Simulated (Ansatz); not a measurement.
## BN: a changed input and its effect

System: BN (4 atoms in the cell).
Method of run A: Kohn-Sham DFT of a periodic cell, PBE, Ansatz PAW, no spin polarisation (Ansatz 0.2.0).

The structure derives from an entry of the Crystallography Open Database. Text and figures count atoms from 1; the logs count them from 0 in places.

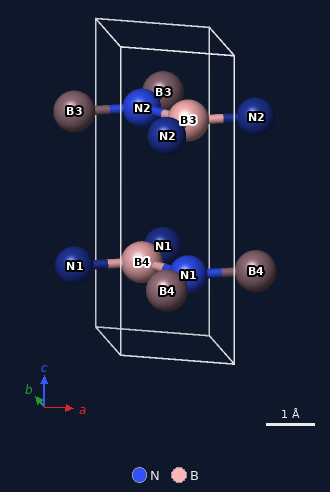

The input geometry (ball-and-stick view of the cell of the calculation, seen slightly off an axis; neighbours outside the cell are drawn fainter; atoms are numbered from 1 in the order of the input). Near neighbours in the crystal (not all of them lie inside the picture): N has 3 B at 1.44 Å; B has 3 N at 1.44 Å.

### Input file, run A
```yaml
crystal:
  lattice:
    - [2.49824, 0.0, 0.0]
    - [-1.24912, 2.1635393048, 0.0]
    - [0.0, 0.0, 6.6357]
  atoms:
    - { symbol: "N", position: [0.6666666667, 0.3333333333, 0.25] }
    - { symbol: "N", position: [0.3333333333, 0.6666666667, 0.75] }
    - { symbol: B, position: [0.6666666667, 0.3333333333, 0.75] }
    - { symbol: B, position: [0.3333333333, 0.6666666667, 0.25] }
hamiltonian:
  xc: pbe
  pseudopotentials: { kind: paw }
kpoints:
  mp_grid: { grid: [12, 12, 4] }
scf:
  occupations: { method: fermi_dirac, width: 0.05 }
output:
  forces: true
  stress: true
  eigenvalues: true
  write_density: true
  write_potential: true
  elf: true
  volumetric_format: npy
```

Command:
```bash
ansatz run input.yaml --threads 2 --pin off --max-ram 5120MiB --backend cpu --events-out ev --progress --plain --runs-dir out
```

Hardware: 2 threads of Arm Neoverse V2, 24 GiB of memory available, shared host.

### Output, shortened to warnings, some set-up lines, iterations and results (run A)
```
Basis set: ecut = 420 eV, 689 PW (Γ), exchange–correlation on 36×36×90 points (8 copies of the dense FFT grid, shifted against one another)
Symmetry: 24 space group operations
k-points: 57 of 576
Initial density: superposition of atomic densities (neutral atoms: chi_scale 0, normalization atom), corrected by the library's trained network
[...]
SCF iter   1: F=—  HF=-1084.800437 eV  |F-HF|=—  |Δ(HF+E_count)|=         —  Δρ=1.47e-3  dr2=2.09e-4  ethr=1.77e-3  ⟨swp⟩=6.6  Hψ=4225  notcnv=0
SCF iter   2: F=—  HF=-1084.801477 eV  |F-HF|=—  |Δ(HF+E_count)|=   1.04e-3  Δρ=7.40e-4  dr2=4.18e-5  ethr=1.31e-6  ⟨swp⟩=2.2  Hψ=1567  notcnv=0
SCF iter   3: F=—  HF=-1084.801783 eV  |F-HF|=—  |Δ(HF+E_count)|=   3.06e-4  Δρ=3.29e-4  dr2=8.77e-6  ethr=2.61e-7  ⟨swp⟩=2.0  Hψ=1108  notcnv=0
SCF iter   4: F=-1084.801853 eV  HF=-1084.801853 eV  |F-HF|=3.46e-7  |Δ(HF+E_count)|=   7.03e-5  Δρ=2.37e-5  dr2=6.81e-8  ethr=5.48e-8  ⟨swp⟩=2.1  Hψ=1140  notcnv=0
SCF iter   5: F=-1084.801853 eV  HF=-1084.801853 eV  |F-HF|=5.95e-9  |Δ(HF+E_count)|=   3.78e-7  Δρ=4.60e-6  dr2=4.87e-9  ethr=4.26e-10  ⟨swp⟩=2.0  Hψ=1136  notcnv=0
SCF iter   6: F=-1084.801853 eV  HF=-1084.801853 eV  |F-HF|=1.93e-10  |Δ(HF+E_count)|=   8.28e-9  Δρ=6.11e-7  dr2=7.82e-11  ethr=3.04e-11  ⟨swp⟩=5.2  Hψ=3794  notcnv=0
SCF 1 converged in 6 iterations: F = -1084.801853 eV  dr2 = 7.82e-11
SCF converged after 6 iterations
Free energy (F): -1084.801853 eV
Harris-Foulkes:  -1084.801853 eV  (|F-HF|=1.93e-10)
Internal energy: -1084.801853 eV  (E = F + TS)
E sigma→0 (E₀):  -1084.801853 eV
Fermi energy:    6.982843 eV
--- Per-component energies (eV) ---
  E_band       = -37.450009
  E_kinetic    = 367.634156
  E_local      = -693.889870  (includes V_loc(G=0)·N_el)
  E_nonlocal   = 115.817586
  E_hartree    = 223.929403
  E_xc         = -184.631245
  E_vxc        = -229.080225  (∫ρ·V_xc dr)
  E_paw        = -413.730871  (= ΣΔE_a)
  E_vpaw       = -45.790782  (= ΣTr[D̂ρ^β])
  E_aug_tail   = 0.000198  (compensation charges beyond the density's cutoff)
  E_ewald      = -499.931209
  E_smearing   = -0.000000  (= −TS)
  E_closure    = 0.000000  (closes the sum)
  Σ components = -1084.801853   (vs F -1084.801853, Δ=0.00e0)
--- Forces (eV/Å), atoms counted from 1 ---
  atom   1  N      0.00000000     0.00000000     0.00000000
  atom   2  N      0.00000000    -0.00000000    -0.00000000
  atom   3  B      0.00000000     0.00000000     0.00000000
  atom   4  B      0.00000000    -0.00000000    -0.00000000
  max |Σ_I F_I| component: 2.78e-17 eV/Å
--- Stress (GPa, compression-positive) ---
        6.119351       0.000000       0.000000
        0.000000       6.119351       0.000000
        0.000000       0.000000       2.984640
  P = ⅓ Tr σ = 5.0744 GPa (50.744 kbar)
```

The input of run B differs as follows (lines with − go, lines with + come):
```diff
-    - [2.49824, 0.0, 0.0]
-    - [-1.24912, 2.1635393048, 0.0]
-    - [0.0, 0.0, 6.6357]
+    - [2.5147851179, 0.0, 0.0]
+    - [-1.257392559, 2.1778677972, 0.0]
+    - [0.0, 0.0, 6.6796463138]
```

How does run B compare with run A?

With the same functional and potentials, run B lies 2.9 meV per atom lower. The pressure goes from 5.07 to 0.21 GPa. The volume per atom goes from 8.97 to 9.15 Å³. The cell is scaled evenly with the atoms at fixed fractional positions, so −ΔP/Δ ln V estimates the bulk modulus midway between the two volumes: about 250 GPa. The number of SCF iterations is the same. The plane waves at Γ go from 689 to 713.

### Output, shortened to warnings, some set-up lines, iterations and results (run B)
```
Basis set: ecut = 420 eV, 713 PW (Γ), exchange–correlation on 36×36×90 points (8 copies of the dense FFT grid, shifted against one another)
Symmetry: 24 space group operations
k-points: 57 of 576
Initial density: superposition of atomic densities (neutral atoms: chi_scale 0, normalization atom), corrected by the library's trained network
[...]
SCF iter   1: F=—  HF=-1084.812242 eV  |F-HF|=—  |Δ(HF+E_count)|=         —  Δρ=1.59e-3  dr2=2.51e-4  ethr=1.77e-3  ⟨swp⟩=6.6  Hψ=4190  notcnv=0
SCF iter   2: F=—  HF=-1084.813266 eV  |F-HF|=—  |Δ(HF+E_count)|=   1.02e-3  Δρ=7.75e-4  dr2=4.78e-5  ethr=1.57e-6  ⟨swp⟩=2.2  Hψ=1573  notcnv=0
SCF iter   3: F=—  HF=-1084.813538 eV  |F-HF|=—  |Δ(HF+E_count)|=   2.72e-4  Δρ=3.75e-4  dr2=9.92e-6  ethr=2.99e-7  ⟨swp⟩=2.0  Hψ=1044  notcnv=0
SCF iter   4: F=-1084.813627 eV  HF=-1084.813627 eV  |F-HF|=1.55e-7  |Δ(HF+E_count)|=   8.90e-5  Δρ=1.94e-5  dr2=5.24e-8  ethr=6.20e-8  ⟨swp⟩=2.1  Hψ=1140  notcnv=0
SCF iter   5: F=-1084.813628 eV  HF=-1084.813628 eV  |F-HF|=4.00e-9  |Δ(HF+E_count)|=   1.76e-7  Δρ=4.60e-6  dr2=5.47e-9  ethr=3.28e-10  ⟨swp⟩=2.0  Hψ=1136  notcnv=0
SCF iter   6: F=-1084.813628 eV  HF=-1084.813628 eV  |F-HF|=2.34e-10  |Δ(HF+E_count)|=   6.73e-9  Δρ=5.42e-7  dr2=5.94e-11  ethr=3.42e-11  ⟨swp⟩=5.2  Hψ=3859  notcnv=0
SCF 1 converged in 6 iterations: F = -1084.813628 eV  dr2 = 5.94e-11
SCF converged after 6 iterations
Free energy (F): -1084.813628 eV
Harris-Foulkes:  -1084.813628 eV  (|F-HF|=2.34e-10)
Internal energy: -1084.813628 eV  (E = F + TS)
E sigma→0 (E₀):  -1084.813628 eV
Fermi energy:    6.784594 eV
--- Per-component energies (eV) ---
  E_band       = -39.657367
  E_kinetic    = 365.602796
  E_local      = -696.383438  (includes V_loc(G=0)·N_el)
  E_nonlocal   = 115.383731
  E_hartree    = 224.846163
  E_xc         = -184.127544
  E_vxc        = -228.424913  (∫ρ·V_xc dr)
  E_paw        = -413.493445  (= ΣΔE_a)
  E_vpaw       = -45.527963  (= ΣTr[D̂ρ^β])
  E_aug_tail   = 0.000202  (compensation charges beyond the density's cutoff)
  E_ewald      = -496.642093
  E_smearing   = -0.000000  (= −TS)
  E_closure    = -0.000000  (closes the sum)
  Σ components = -1084.813628   (vs F -1084.813628, Δ=0.00e0)
--- Forces (eV/Å), atoms counted from 1 ---
  atom   1  N      0.00000000    -0.00000000     0.00000000
  atom   2  N     -0.00000000     0.00000000    -0.00000000
  atom   3  B      0.00000000    -0.00000000     0.00000000
  atom   4  B     -0.00000000     0.00000000    -0.00000000
  max |Σ_I F_I| component: 9.25e-18 eV/Å
--- Stress (GPa, compression-positive) ---
       -1.040278      -0.000000       0.000000
       -0.000000      -1.040278      -0.000000
        0.000000      -0.000000       2.718117
  P = ⅓ Tr σ = 0.2125 GPa (2.125 kbar)
```

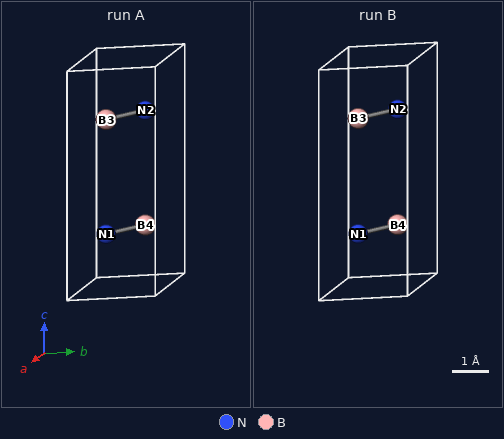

The two input geometries at one scale (ball-and-stick view of the cell of the calculation, seen slightly off an axis). No atom moves by more than 0.005 Å relative to the cell. The drawn cell changes as follows: a = b 2.498 → 2.515 Å (+0.7 %), c 6.636 → 6.680 Å (+0.7 %); the volume changes by +2.0 %. Among the contacts that change: N1–B4 1.442 → 1.452 Å.

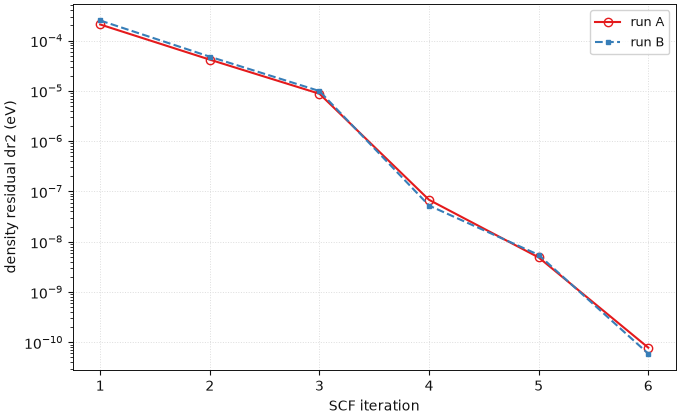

Convergence of the two runs: density residual dr2 against the SCF iteration. Run A takes 6 iterations in all, and run B takes 6.

### The two runs side by side

| quantity | run A | run B |
| --- | --- | --- |
| outcome | converged | converged |
| free energy per atom (eV) | −271.2005 | −271.2034 |
| gap on the mesh (eV) | 4.29 | 4.27 |
| pressure (GPa) | 5.07 | 0.21 |
| volume per atom (Å³) | 8.97 | 9.15 |
| largest force (eV/Å) | 0.000 | 0.000 |
| SCF iterations | 6 | 6 |
| irreducible k-points | 57 | 57 |
| plane waves at Γ | 689 | 713 |
| wall time (shared host) | 0.84 s | 0.84 s |
